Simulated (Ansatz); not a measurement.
```
CELL_PARAMETERS angstrom
0.00000 6.04500 0.00000
5.95432 0.00000 5.95433
6.13567 0.00000 -6.13567
ATOMIC_POSITIONS crystal
Cs 0.00000 0.00000 0.00000
Cs 0.50000 0.00000 0.50000
Cs 0.00000 0.50000 0.50000
Cs 0.50000 0.50000 0.00000
```

Space group Fmmm; changed on purpose from its base cell (strain -0.0300 x Voigt [0, 0, 0, 0, 1, 0], atoms carried along); computed without spin polarisation.

Theory: Ansatz 0.2.0, DFT PBE, scalar-relativistic, plane waves, PAW.

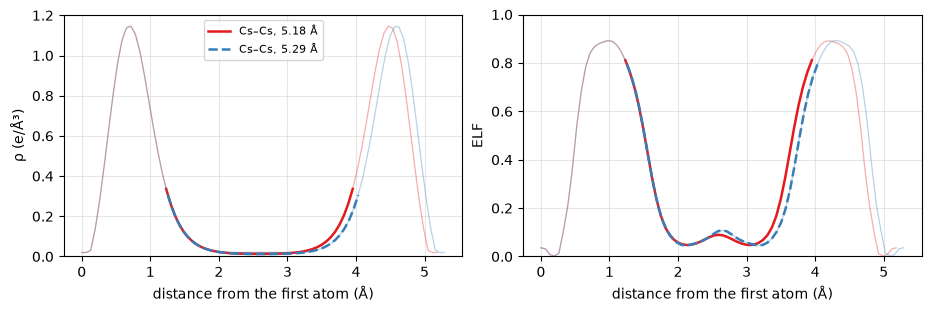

Cs. Valence electron density and ELF along straight lines between neighbouring atoms. Thin, pale parts lie inside the atomic spheres.

The density is the valence pseudo-density of a PAW calculation; it isn't the true density close to the nuclei.

Compare the contacts.

Answer. Cs–Cs (5.18 Å): ρ at the midpoint is about 0.01 e/Å³; the ELF is about 0.10 at the midpoint: no localised pair shows between them.
Cs–Cs (5.29 Å): ρ is about 0.01 e/Å³ halfway; the ELF is about 0.10 at the midpoint: no shared electron pair shows on this line.
